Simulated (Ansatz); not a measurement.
# How many bands does the GW gap of HgC2S2N2 (C2/m) need?, part 2 of 2

How do accuracy and time trade against each other in G0W0 on HgC2S2N2 (C2/m)?

Ansatz 0.2.0; G0W0 on PBE, plane waves, PAW; PAW set soft_1. Known limits of the many-body steps: not at the basis limit; d shell near the gap, gap tends to lie low; no spin-orbit coupling; coarse k mesh.

So far. Step 4 (1043 empty bands, screening to 220 eV): Against the run with 4×4×4 mesh, 485 empty bands, screening to 132 eV, PAW set soft_1 files, the gap moves by +0.018 eV.

**5. Changing the k mesh: 4×4×2 mesh, 485 empty bands, screening to 132 eV, PAW set soft_1 files**

Only the mesh changes. It samples the long-range screening, which converges on its own terms. Bands and cutoff differ from the step before, so it is read against an earlier run that matches them.

Contents of input.yaml:

```yaml
crystal:
  lattice:
    - [5.439, -2.021, 0.0]
    - [5.439, 2.021, 0.0]
    - [-0.5921680587, 0.0, 6.4076955288]
  atoms:
    - { symbol: Hg, position: [0.0, 0.0, 0.0] }
    - { symbol: C, position: [0.2661513025, 0.2661513025, 0.2233405963] }
    - { symbol: C, position: [0.7338486975, 0.7338486975, 0.7766594037] }
    - { symbol: S, position: [0.1320101513, 0.1320101513, 0.3259806969] }
    - { symbol: S, position: [0.8679898487, 0.8679898487, 0.6740193031] }
    - { symbol: "N", position: [0.3633996325, 0.3633996325, 0.1569129335] }
    - { symbol: "N", position: [0.6366003675, 0.6366003675, 0.8430870665] }
kpoints:
  mp_grid: { grid: [4, 4, 2] }
hamiltonian:
  xc: pbe
  pseudopotentials: { kind: paw, azcp: { folder: soft_1 } }
scf:
  occupations: { method: fixed }
gw:
  n_empty_bands: 485
  ecut_chi: 132
  qp_bands: [v2, c2]
  qp_kpoints: band_edges
  screening: { model: contour_deformation }
```

On the command line:

```bash
$ ansatz run input.yaml --threads 3 --pin off --max-ram 92160MiB --backend cuda --events-out ev --progress --plain --runs-dir out --devices 1 --max-vram 13GiB
```

Numbers of over 12 decimals in the logs are rounded to 6 here.

What it wrote:

```text
GPUs: using 1 of 1 available (devices: 1).
[...]
GPU FFT provider: cuFFT
GPU libraries: cuBLAS 13.8.2, cuFFT 12.4.0, cuSOLVER 12.3.4
Crystal: 7 atoms, lattice volume = 140.870 Å³
Basis set: ecut = 420 eV, 2761 PW (Γ)
Bands: 32, of which v1, the nominal top of the filled ones, is band 25 counted from 1 (24 counted from 0)
Symmetry: 4 space group operations
[...]
k-points: 14 of 32
[...]
1    27      7.4470    -7.2599    -4.2036   -12.3381  0.7825     8.3353     8.3215  root
[...]
13    24      2.9634   -18.9209     2.0776   -15.7923  0.7495     1.8896     1.9124  root
    13    25      2.9821   -19.8503     2.1328   -16.6753  0.7519     1.9180     1.9398  root
    13    26      5.9602   -11.3764    -3.7797   -16.0172  0.7821     6.8317     6.8213  root
    13    27      7.7103    -8.7136    -4.3580   -14.2124  0.7582     8.8818     8.8512  root
[key lines of the parts left out:]
SCF converged after 9 iterations
Free energy (F): -16887.320488 eV
Fermi energy:    3.100609 eV
```

It took 28 s on 1 × NVIDIA H100 80GB HBM3 (shared by 6 runs) with 3 threads of AMD EPYC 7R13 (Zen 3), shared host; peak memory 1.9 GiB; 44 s of CPU time.

This step gave:

| Item | Value |
| --- | --- |
| bands summed | 510 |
| RPA ε∞ on this mesh (eigenvalues) | 2.604, 3.234, 5.159 |
| plane waves in the screening matrix | 487 |
| G0W0 gap on the mesh | 4.011 eV |
| k of the valence top | -0.5, -0.5, 0 |
| k of the conduction bottom | 0, 0, 0 |
| starting gap on the mesh | 2.210 eV |
| least direct G0W0 gap on the computed points | 4.151 eV |

Against the run with 4×4×4 mesh, 485 empty bands, screening to 132 eV, PAW set soft_1 files, the gap moves by +0.001 eV.

**6. Changing the frequency model: 4×4×4 mesh, 1043 empty bands, screening to 220 eV, plasmon pole, PAW set soft_1 files**

A plasmon pole stands in for the full frequency dependence of the screening; this run shows what that costs in accuracy. Bands and cutoff differ from the step before, so it is read against an earlier run that matches them.

Edit input.yaml of step 5 so:

```diff
@@ -14,3 +14,3 @@
 kpoints:
-  mp_grid: { grid: [4, 4, 2] }
+  mp_grid: { grid: [4, 4, 4] }
 hamiltonian:
@@ -21,6 +21,6 @@
 gw:
-  n_empty_bands: 485
-  ecut_chi: 132
+  n_empty_bands: 1043
+  ecut_chi: 220.0
   qp_bands: [v2, c2]
   qp_kpoints: band_edges
-  screening: { model: contour_deformation }
+  screening: { model: godby_needs }
```

What it wrote:

```text
GPUs: using 1 of 1 available (devices: 1).
[...]
GPU FFT provider: cuFFT
GPU libraries: cuBLAS 13.8.2, cuFFT 12.4.0, cuSOLVER 12.3.4
Crystal: 7 atoms, lattice volume = 140.870 Å³
Basis set: ecut = 420 eV, 2761 PW (Γ)
Bands: 32, of which v1, the nominal top of the filled ones, is band 25 counted from 1 (24 counted from 0)
Symmetry: 4 space group operations
[...]
k-points: 24 of 64
[...]
1    27      7.4620    -7.7139    -4.1415   -12.7542  0.8049     8.3659     8.3608  root
[...]
23    24      2.9635   -18.9179     1.9478   -15.7923  0.7772     1.7747     1.7857  root
    23    25      2.9821   -19.8532     2.0187   -16.6753  0.7785     1.8121     1.8229  root
    23    26      5.9602   -11.3949    -3.7664   -16.0171  0.8009     6.8196     6.8160  root
    23    27      7.7102    -8.7177    -4.3418   -14.2126  0.7893     8.8698     8.8632  root
[key lines of the parts left out:]
SCF converged after 9 iterations
Free energy (F): -16887.320622 eV
Fermi energy:    3.100719 eV
```

Run time: 5 min. Hardware: 1 × NVIDIA H100 80GB HBM3 (shared by 6 runs) with 3 threads; peak memory 8.9 GiB.

Numbers from this step:

```
bands summed                                 : 1068
plasmon-pole fit frequency                   : 22.12 eV
RPA ε∞ on this mesh (eigenvalues)            : 2.608, 3.227, 5.150
plane waves in the screening matrix          : 1023
G0W0 gap on the mesh                         : 4.111 eV
k of the valence top                         : -0.5, -0.5, 0
k of the conduction bottom                   : 0, 0, 0
starting gap on the mesh                     : 2.210 eV
least direct G0W0 gap on the computed points : 4.254 eV
```

Against the run with 4×4×4 mesh, 1043 empty bands, screening to 220 eV, PAW set soft_1 files, the gap moves by +0.08 eV.

**7. Changing the files and raising the bands: 4×4×4 mesh, 1547 empty bands, screening to 286 eV, hard PAW files**

Other atomic data (hard PAW) test the pseudisation: the cutoff goes from 420 to 870 eV, with the same valence electrons. Bands and screening cutoff change too, so the step is no clean test of the files.

This step: G0W0 on PBE, plane waves, PAW.

Edit input.yaml of step 6 so:

```diff
@@ -17,3 +17,3 @@
   xc: pbe
-  pseudopotentials: { kind: paw, azcp: { folder: soft_1 } }
+  pseudopotentials: { kind: paw, source: ansatz }
 scf:
@@ -21,6 +21,6 @@
 gw:
-  n_empty_bands: 1043
-  ecut_chi: 220.0
+  n_empty_bands: 1547
+  ecut_chi: 286.0
   qp_bands: [v2, c2]
   qp_kpoints: band_edges
-  screening: { model: godby_needs }
+  screening: { model: contour_deformation }
```

What it wrote:

```text
GPUs: using 1 of 1 available (devices: 1).
[...]
GPU FFT provider: cuFFT
GPU libraries: cuBLAS 13.8.2, cuFFT 12.4.0, cuSOLVER 12.3.4
Crystal: 7 atoms, lattice volume = 140.870 Å³
Basis set: ecut = 870 eV, 8185 PW (Γ)
Bands: 32, of which v1, the nominal top of the filled ones, is band 25 counted from 1 (24 counted from 0)
Symmetry: 4 space group operations
[...]
k-points: 24 of 64
[...]
1    27      7.4762    -7.6892    -4.2937   -12.7226  0.7786     8.2254     8.2158  root
[...]
23    24      2.9773   -18.9169     1.8565   -15.7907  0.7481     1.6726     1.7076  root
    23    25      2.9958   -19.8492     1.8950   -16.6703  0.7502     1.6768     1.7119  root
    23    26      5.9754   -11.3902    -4.0116   -16.0089  0.7807     6.5873     6.5824  root
    23    27      7.7279    -8.7130    -4.5735   -14.2010  0.7562     8.6612     8.6424  root
[key lines of the parts left out:]
SCF converged after 10 iterations
Free energy (F): -16919.316782 eV
Fermi energy:    3.114653 eV
```

The job ended after 9.7 min (1 × NVIDIA H100 80GB HBM3 (shared by 6 runs) with 3 threads; peak memory 16 GiB).

Numbers from this step:

* bands summed: 1572
* RPA ε∞ on this mesh (eigenvalues): 2.607, 3.227, 5.145
* plane waves in the screening matrix: 1547
* G0W0 gap on the mesh: 4.013 eV
* k of the valence top: -0.5, -0.5, 0
* k of the conduction bottom: 0, 0, 0
* starting gap on the mesh: 2.212 eV
* least direct G0W0 gap on the computed points: 4.153 eV

Against the run with 4×4×4 mesh, 1043 empty bands, screening to 220 eV, PAW set soft_1 files, the gap moves by −0.015 eV.

**8. The runs together**

Times are wall times on 1 × NVIDIA H100 80GB HBM3 (shared by 6 runs) with 3 threads of AMD EPYC 7R13 (Zen 3), shared host, good to a factor of about two.

| mesh | files | frequency | bands summed | cutoff (eV) | start (eV) | G0W0 (eV) | time | host memory (GiB) |
| --- | --- | --- | --- | --- | --- | --- | --- | --- |
| 4×4×4 | PAW set soft_1 | contour deformation | 196 | 66 | 2.210 | 3.960 | 31 s | 1.4 |
| 4×4×4 | PAW set soft_1 | contour deformation | 510 | 132 | 2.210 | 4.010 | 83 s | 2.7 |
| 4×4×4 | PAW set soft_1 | contour deformation | 1068 | 220 | 2.210 | 4.028 | 3.3 min | 6.8 |
| 4×4×2 | PAW set soft_1 | contour deformation | 510 | 132 | 2.210 | 4.011 | 28 s | 1.9 |
| 4×4×4 | PAW set soft_1 | plasmon pole | 1068 | 220 | 2.210 | 4.111 | 5 min | 8.9 |
| 4×4×4 | hard PAW | contour deformation | 1572 | 286 | 2.212 | 4.013 | 9.7 min | 16 |

How the two edges are built up, in eV (the quasiparticle level is the starting level plus Σx plus Σc less Vxc):

| run | edge | start | Σx | Σc | Vxc | Z | QP |
| --- | --- | --- | --- | --- | --- | --- | --- |
| 196 bands | valence top | 3.10 | -19.79 | 2.44 | -16.66 | 0.76 | 2.41 |
| 196 bands | conduction bottom | 5.31 | -10.98 | -3.23 | -15.27 | 0.80 | 6.37 |
| 510 bands | valence top | 3.10 | -19.79 | 2.08 | -16.66 | 0.75 | 2.06 |
| 510 bands | conduction bottom | 5.31 | -10.98 | -3.54 | -15.27 | 0.79 | 6.07 |
| 1068 bands | valence top | 3.10 | -19.79 | 1.91 | -16.66 | 0.75 | 1.89 |
| 1068 bands | conduction bottom | 5.31 | -10.98 | -3.69 | -15.27 | 0.79 | 5.91 |

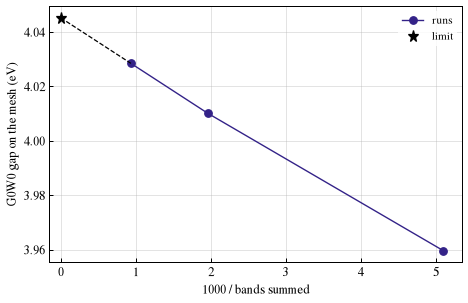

The gap against one over the number of bands; the dashed line carries the two highest rungs to the limit.

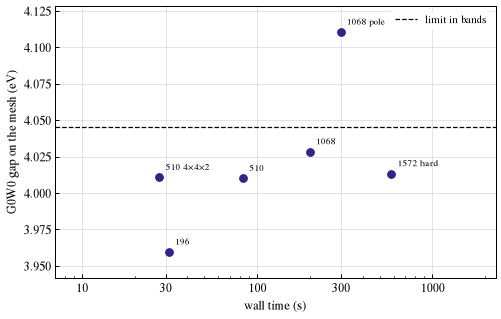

Result against wall time.

**9. Results**

```yaml
196_bands_66_ev: 3.960 eV
510_bands_132_ev: 4.010 eV
1068_bands_220_ev: 4.028 eV
estimated_limit_in_bands_and_cutoff: 4.05 eV
mesh_and_start: 4×4×4, PBE
```

**Reading.** A line in one over the bands through the two highest rungs gives 4.05 eV, +0.02 eV from the top rung; the pair below gives 4.04 eV, in fair agreement. The rungs stand 0.09 eV (196 bands), 0.04 eV (510 bands) and 0.02 eV (1068 bands) from it. From 196 to 1068 bands the gap moves by +0.07 eV while the time grows 6.4-fold. Σc changes by −0.53 eV at the valence top and −0.46 eV at the conduction bottom, so the levels themselves move more than the gap between them. On the 4×4×2 mesh in place of 4×4×4 the gap differs by +0.001 eV, of which +0.0001 eV is already in the start. The plasmon-pole model gives +0.08 eV against contour deformation, 5 % of the correction, and saved no time in this program. With hard PAW files and 1572 bands the gap is 4.01 eV; the line for the PAW set soft_1 files gives 4.03 eV at that count, a difference of −0.02 eV that holds the line's own error too. The cheapest rung within 0.1 eV of this estimate is that with 196 bands (31 s). A d shell, filled or nearly so, lies near the gap. One-shot GW converges very slowly in bands there, not always from below, and on a semilocal start the gap tends to come out low; starts rich in exact exchange can overshoot instead. The many-body steps are scalar-relativistic: spin-orbit coupling is not in them.

[Paths, hosts, dates, memory and timing lines, banners, echoed tables and standing remarks are left out of the program output.]

[Logs are printed without paths, hosts, clocks, repeated set-up lines and the standing remarks that a program may print on its own settings, such as how far it seeks lower states.]

[Runs of the session that timed out or met a known fault of the program may be left out.]

[Cells called generated may have been cut or substituted from an entry of the Crystallography Open Database or the Materials Project.]

[Hosts, paths, dates, database ids (printed as entryN), source tags and the programs' standing remarks are cut or masked in the printed files.]
